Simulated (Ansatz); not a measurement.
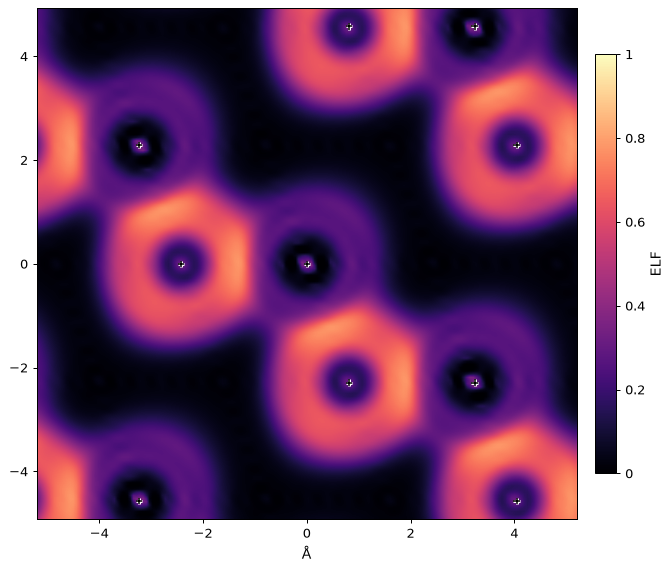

The ELF on a plane through atoms (crosses mark nuclei in the plane).

These are results of Ansatz 0.2.0, DFT LDA, scalar-relativistic, plane waves, PAW, not measurements.

Candidates:
A. MgO, a = 4.25 Å, b = 4.25 Å, c = 4.25 Å, α = 90.00°, β = 90.00°, γ = 90.00°. Space group Fm-3m; computed pressure about −10 GPa in this cell.
B. GaAs, a = 9.71 Å, b = 9.71 Å, c = 9.71 Å, α = 109.47°, β = 109.47°, γ = 109.47°. Space group F-43m; a structure from a database of computed crystals, not necessarily the ambient phase.

Which candidate gave the map?

Answer. Candidate B: GaAs on the (100) plane of the calculation cell, which holds Ga and As. Ga–As (2.43 Å): the ELF peaks at about 0.80 between the atoms, as expected for a shared electron pair.
